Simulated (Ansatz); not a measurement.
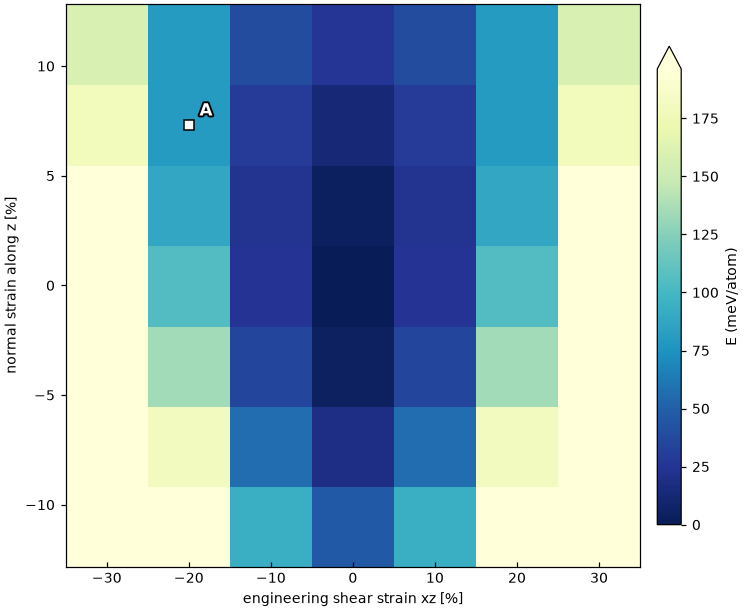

NaI (Cmmm, No. 65; 4 atoms in the cell). The energy is mapped over two homogeneous strains (x along [1 0 0], y along [0 0 −1], z along [0 1 0] of the conventional cell). Coordinates scanned: (1) engineering shear strain xz; (2) normal strain along z. Nothing is relaxed (fractional coordinates fixed). The grid has 7 × 7 points; 28 points were computed and 21 follow by symmetry. Points are written as (first, second). Energies: meV/atom, counted from the lowest grid point. The band gap closes in part of the range. The D3 coefficients switch with the coordination numbers inside this range, which puts artificial structure into the map. All numbers below come from DFT LDA+D3(BJ), scalar-relativistic, plane waves, PAW in Ansatz. Settings: cutoff 520 eV, k-mesh 6×8×6 in the order of the run's cell vectors, gaussian smearing 0.05 eV, no spin polarisation.

In the figure: one coloured cell a grid point, one colour for all values above the top of the scale, the point A.

**Is A at rest? If not, where is it pushed?**

A, at (−20 %, 7.3 %), is not a stationary point. The computed force is 7.2 meV/atom for each 1 % towards larger values of engineering shear strain xz and 0.95 meV/atom for each 1 % towards larger values of normal strain along z.
